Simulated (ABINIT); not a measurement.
# Run report: CuO, optical-spectrum calculation (part 1 of 2)

- system: CuO (Cc, 4 atoms in the cell)
- method: Kohn-Sham DFT of a periodic cell, LDA, PseudoDojo NC SR LDA v0.4.1 standard, no spin polarisation (ABINIT 10.8.3)

The structure derives from an entry of the Crystallography Open Database.

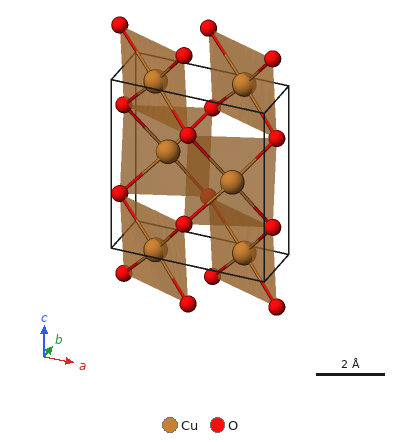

**Figure 1.** The structure as given in the input (polyhedral view of the cell 2 times as large as that of the calculation, set on its symmetry axes, seen slightly off an axis; polyhedra are completed across the faces of the cell). An atom can appear more than once, as a periodic image.

## The input
```
# Datasets
ndtset 3

# Pseudopotentials
pp_dirpath "./"
pseudos "Cu.upf, O.upf"

# Structure
acell 3*1.0 Angstrom
rprim
     2.3446500000    -1.7134000000     0.0000000000
     2.3446500000     1.7134000000     0.0000000000
    -0.8605543552     0.0000000000     5.0594363927
ntypat 2
znucl 29 8
natom 4
typat 1 1 2 2
chkprim 0
chksymtnons 0
tolsym 1.0e-6
xred
   0.4968000000   0.0032000000            1/2
   0.0032000000   0.4968000000            0.0
   0.4056000000   0.5714000000   0.7537000000
   0.5714000000   0.4056000000   0.2537000000

# Plane-wave basis
ecut 46.0

# k points
ngkpt 12 12 6
nshiftk 1
shiftk 0.0 0.0 0.0
istwfk *1

# Exchange and correlation
ixc 7

# Bands and occupations
occopt 3
tsmear 0.00183747

# SCF cycle
nstep 80

# Output
iomode 3
prteig 0
prtebands 0

# Dataset 1: ground state
nband1 30
tolvrs1 1.0e-12
prtden1 1
prtwf1 0
kptopt1 1

# Dataset 2: empty bands at fixed density
iscf2 -3
getden2 1
nband2 35
nbdbuf2 4
tolwfr2 1.0e-12
nstep2 120
prtden2 0
kptopt2 1

# Dataset 3: wave functions and velocity matrix elements in the full zone
optdriver3 8
wfk_task3 "wfk_optics_fullbz"
getwfk3 2
nband3 31
kptopt3 1
prtevk3 1
inclvkb3 2
```

## File optic.abi
```
&FILES
 ddkfile_1 = 'runo_DS3_1_EVK.nc',
 ddkfile_2 = 'runo_DS3_2_EVK.nc',
 ddkfile_3 = 'runo_DS3_3_EVK.nc',
 wfkfile = 'runo_DS3_WFK.nc'
/
&PARAMETERS
 broadening = 0.003675,
 domega = 0.002,
 maxomega = 0.8,
 scissor = 0.000000,
 tolerance = 0.002
/
&COMPUTATIONS
 num_lin_comp = 3,
 lin_comp = 11,22,33,
 num_nonlin_comp = 0
/
```

Hardware: 4 threads of Intel Xeon @ 2.50GHz (Skylake/Cascade Lake), 189 GiB of memory available, shared host.

Launch command:
```bash
mpirun --bind-to none -np 4 abinit run.abi > log 2>&1
optic optic.abi > optic.log 2>&1
```

## Output
```
.Version 10.8.3 of ABINIT
 DATASET    1 : space group Cc (#  9); Bravais mC (1-face-center monocl.)
================================================================================
 Values of the parameters that define the memory need for DATASET  1.
     intxc =       0    ionmov =       0      iscf =       7    lmnmax =       6
     lnmax =       6     mgfft =      60  mpssoang =       3    mqgrid =    3001
     natom =       4  nloc_mem =       1    nspden =       1   nspinor =       1
    nsppol =       1      nsym =       2    n1xccc =    2501    ntypat =       2
    occopt =       3   xclevel =       1
       mpw =        4120          nfft =       77760          nkpt =         242
================================================================================
================================================================================

 DATASET    2 : space group Cc (#  9); Bravais mC (1-face-center monocl.)
================================================================================
 Values of the parameters that define the memory need for DATASET  2.
     intxc =       0    ionmov =       0      iscf =      -3    lmnmax =       6
     lnmax =       6     mgfft =      60  mpssoang =       3    mqgrid =    3001
     natom =       4  nloc_mem =       1    nspden =       1   nspinor =       1
    nsppol =       1      nsym =       2    n1xccc =    2501    ntypat =       2
    occopt =       3   xclevel =       1
       mpw =        4120          nfft =       77760          nkpt =         242
================================================================================
================================================================================

 DATASET    3 : space group Cc (#  9); Bravais mC (1-face-center monocl.)
================================================================================
 Values of the parameters that define the memory need for DATASET  3.
     intxc =       0    ionmov =       0      iscf =       7    lmnmax =       6
     lnmax =       6     mgfft =      60  mpssoang =       3    mqgrid =    3001
     natom =       4  nloc_mem =       1    nspden =       1   nspinor =       1
    nsppol =       1      nsym =       2    n1xccc =    2501    ntypat =       2
    occopt =       3   xclevel =       1
       mpw =        4120          nfft =       77760          nkpt =         242
================================================================================
================================================================================

--------------------------------------------------------------------------------
------------- Echo of variables that govern the present computation ------------
--------------------------------------------------------------------------------
 -outvars: echo values of preprocessed input variables --------
            acell      1.8897261259E+00  1.8897261259E+00  1.8897261259E+00 Bohr
              amu      6.35460000E+01  1.59994000E+01
          chkprim           0
      chksymtnons           0
             ecut      4.60000000E+01 Hartree
           getden1          0
           getden2          1
           getden3          0
           getwfk1          0
           getwfk2          0
           getwfk3          2
             iscf1          7
             iscf2         -3
             iscf3          7
                       outvar_i_n : Printing only first  50 k-points.
              ixc           7
           jdtset        1    2    3
                       outvar_i_n : Printing only first  50 k-points.
         kptrlatt       12    0    0      0   12    0      0    0    6
          kptrlen      5.81895807E+01
            natom           4
            nband1         30
            nband2         35
            nband3         31
           nbdbuf1          0
           nbdbuf2          4
           nbdbuf3          0
           ndtset           3
            ngfft          36      36      60
             nkpt         242
            nstep1         80
            nstep2        120
            nstep3         80
             nsym           2
           ntypat           2
                       prtocc : prtvol=0, do not print more k-points.
                       prtocc : prtvol=0, do not print more k-points.
                       prtocc : prtvol=0, do not print more k-points.
           occopt           3
        optdriver1          0
        optdriver2          0
        optdriver3          8
           prtden1          1
           prtden2          0
           prtden3          1
        prtebands           0
           prteig           0
           prtevk1          0
           prtevk2          0
           prtevk3          1
            prtwf1          0
            prtwf2          1
            prtwf3          1
            rprim      2.3446500000E+00 -1.7134000000E+00  0.0000000000E+00
                       2.3446500000E+00  1.7134000000E+00  0.0000000000E+00
                      -8.6055435520E-01  0.0000000000E+00  5.0594363927E+00
          spgroup           9
           tolsym      1.00000000E-06
           tolvrs1     1.00000000E-12
           tolvrs2     0.00000000E+00
           tolvrs3     0.00000000E+00
           tolwfr1     0.00000000E+00
           tolwfr2     1.00000000E-12
           tolwfr3     0.00000000E+00
           tsmear      1.83747000E-03 Hartree
            typat      1  1  2  2
         wfk_task1          0
         wfk_task2          0
         wfk_task3          7
                       outvars : Printing only first  50 k-points.
           xangst      7.4204782240E-01 -8.4573424000E-01  2.5297181963E+00
                       1.1723250000E+00  8.4573424000E-01  0.0000000000E+00
                       1.6421232325E+00  2.8408172000E-01  3.8132972092E+00
                       2.0724004101E+00 -2.8408172000E-01  1.2835790128E+00
            xcart      1.4022671567E+00 -1.5982060889E+00  4.7804745668E+00
                       2.2153731806E+00  1.5982060889E+00  0.0000000000E+00
                       3.1031631744E+00  5.3683664818E-01  7.2060873620E+00
                       3.9162691983E+00 -5.3683664818E-01  2.4256127952E+00
             xred      4.9680000000E-01  3.2000000000E-03  5.0000000000E-01
                       3.2000000000E-03  4.9680000000E-01  0.0000000000E+00
                       4.0560000000E-01  5.7140000000E-01  7.5370000000E-01
                       5.7140000000E-01  4.0560000000E-01  2.5370000000E-01
            znucl       29.00000    8.00000

================================================================================

 chkinp: Checking input parameters for consistency, jdtset=   1.

 chkinp: Checking input parameters for consistency, jdtset=   2.

 chkinp: Checking input parameters for consistency, jdtset=   3.

================================================================================
== DATASET  1 ==================================================================

--- !DatasetInfo
iteration_state: {dtset: 1, }
dimensions: {natom: 4, nkpt: 242, mband: 30, nsppol: 1, nspinor: 1, nspden: 1, mpw: 4120, }
cutoff_energies: {ecut:  46.0, pawecutdg:  -1.0, }
electrons: {nelect:   5.00000000E+01, charge:   0.00000000E+00, occopt:   3.00000000E+00, tsmear:   1.83747000E-03, }
meta: {optdriver: 0, ionmov: 0, optcell: 0, iscf: 7, paral_kgb: 0, }
...

 Exchange-correlation functional for the present dataset will be:
  LDA: Perdew-Wang 92 LSD fit to Ceperley-Alder data - ixc=7
  J.P.Perdew and Y.Wang, PRB 45, 13244 (1992)

 Real(R)+Recip(G) space primitive vectors, cartesian coordinates (Bohr,Bohr^-1):
 R(1)=  4.4307464 -3.2378567  0.0000000  G(1)=  0.1128478 -0.1544231  0.0191942
 R(2)=  4.4307464  3.2378567  0.0000000  G(2)=  0.1128478  0.1544231  0.0191942
 R(3)= -1.6262120  0.0000000  9.5609491  G(3)=  0.0000000  0.0000000  0.1045921
 Unit cell volume ucvol=  2.7432509E+02 bohr^3
 Angles (23,13,12)=  9.77808191E+01  9.77808191E+01  7.23164321E+01 degrees

 getcut: wavevector=  0.0000  0.0000  0.0000  ngfft=  36  36  60
         ecut(hartree)=     46.000   => boxcut(ratio)=   2.02684

--- Pseudopotential description ------------------------------------------------
- pspini: atom type   1  psp file is ./Cu.upf
  29.00000  19.00000  180309                  znucl, zion, pspdat
12 -1012 2 -1 1456                            pspcod,pspxc,lmax,lloc,mmax
     nproj     2     2     2

- pspini: atom type   2  psp file is ./O.upf
   8.00000   6.00000  201201                  znucl, zion, pspdat
12 -1012 2 -1 926                             pspcod,pspxc,lmax,lloc,mmax
     nproj     2     2     1

   2.80337042E+03                                ecore*ucvol(ha*bohr**3)
--------------------------------------------------------------------------------

================================================================================

--- !BeginCycle
iteration_state: {dtset: 1, }
solver: {iscf: 7, nstep: 80, nline: 4, wfoptalg: 0, }
tolerances: {tolvrs: 1.00E-12, }
...

     iter   Etot(hartree)      deltaE(h)  residm     vres2
 ETOT  1  -408.84175453797    -4.088E+02 3.961E-01 7.372E+03
 ETOT  2  -406.70313096599     2.139E+00 1.707E-01 2.343E+04
 ETOT  3  -411.52820429426    -4.825E+00 8.210E-02 1.303E+03
 ETOT  4  -411.73756029740    -2.094E-01 9.093E-02 5.209E+02
 ETOT  5  -411.82874880848    -9.119E-02 3.960E-02 1.266E+02
 ETOT  6  -411.85869914399    -2.995E-02 3.691E-03 2.888E+00
 ETOT  7  -411.85933714402    -6.380E-04 3.966E-03 4.077E-01
 ETOT  8  -411.85944737899    -1.102E-04 1.454E-03 3.176E-04
 ETOT  9  -411.85944711681     2.622E-07 2.010E-03 1.734E-03
 ETOT 10  -411.85944755090    -4.341E-07 3.740E-04 1.330E-06
 ETOT 11  -411.85944755153    -6.343E-10 4.094E-04 1.122E-07
 ETOT 12  -411.85944755156    -2.706E-11 1.752E-04 9.640E-10
 ETOT 13  -411.85944755157    -7.333E-12 3.538E-04 5.973E-11
 ETOT 14  -411.85944755157     9.095E-13 2.382E-04 1.036E-12
 ETOT 15  -411.85944755156     8.754E-12 4.221E-04 4.361E-14

 At SCF step   15       vres2   =  4.36E-14 < tolvrs=  1.00E-12 =>converged.

 Cartesian components of stress tensor (hartree/bohr^3)
  sigma(1 1)=  3.64641341E-04  sigma(3 2)=  0.00000000E+00
  sigma(2 2)=  1.99853564E-04  sigma(3 1)=  5.09556703E-06
  sigma(3 3)=  4.19717072E-04  sigma(2 1)=  0.00000000E+00

--- !ResultsGS
iteration_state: {dtset: 1, }
comment   : Summary of ground state results
lattice_vectors:
- [  4.4307464,  -3.2378567,   0.0000000, ]
- [  4.4307464,   3.2378567,   0.0000000, ]
- [ -1.6262120,   0.0000000,   9.5609491, ]
lattice_lengths: [   5.48773,    5.48773,    9.69826, ]
lattice_angles: [ 97.781,  97.781,  72.316, ] # degrees, (23, 13, 12)
lattice_volume:   2.7432509E+02
convergence: {deltae:  8.754E-12, res2:  4.361E-14, residm:  4.221E-04, diffor: null, }
etotal    :  -4.11859448E+02
entropy   :   0.00000000E+00
fermie    :   2.40266648E-01
cartesian_stress_tensor: # hartree/bohr^3
- [  3.64641341E-04,   0.00000000E+00,   5.09556703E-06, ]
- [  0.00000000E+00,   1.99853564E-04,   0.00000000E+00, ]
- [  5.09556703E-06,   0.00000000E+00,   4.19717072E-04, ]
pressure_GPa:  -9.6522E+00
xred      :
- [  4.9680E-01,   3.2000E-03,   5.0000E-01, Cu]
- [  3.2000E-03,   4.9680E-01,   0.0000E+00, Cu]
- [  4.0560E-01,   5.7140E-01,   7.5370E-01,  O]
- [  5.7140E-01,   4.0560E-01,   2.5370E-01,  O]
cartesian_forces: # hartree/bohr
- [ -1.10046175E-02,  -5.72352117E-03,   4.13116087E-03, ]
- [ -1.10046175E-02,   5.72352117E-03,   4.13116087E-03, ]
- [  1.10046175E-02,  -1.02619195E-02,  -4.13116087E-03, ]
- [  1.10046175E-02,   1.02619195E-02,  -4.13116087E-03, ]
force_length_stats: {min:   1.30738974E-02, max:   1.56036883E-02, mean:   1.43387928E-02, }
...

 Integrated electronic density in atomic spheres:
 ------------------------------------------------
 Atom  Sphere_radius  Integrated_density
    1        2.00000         17.30370447
    2        2.00000         17.30370447
    3        2.00000          6.16876297
    4        2.00000          6.16876297
================================================================================

 ----iterations are completed or convergence reached----
```
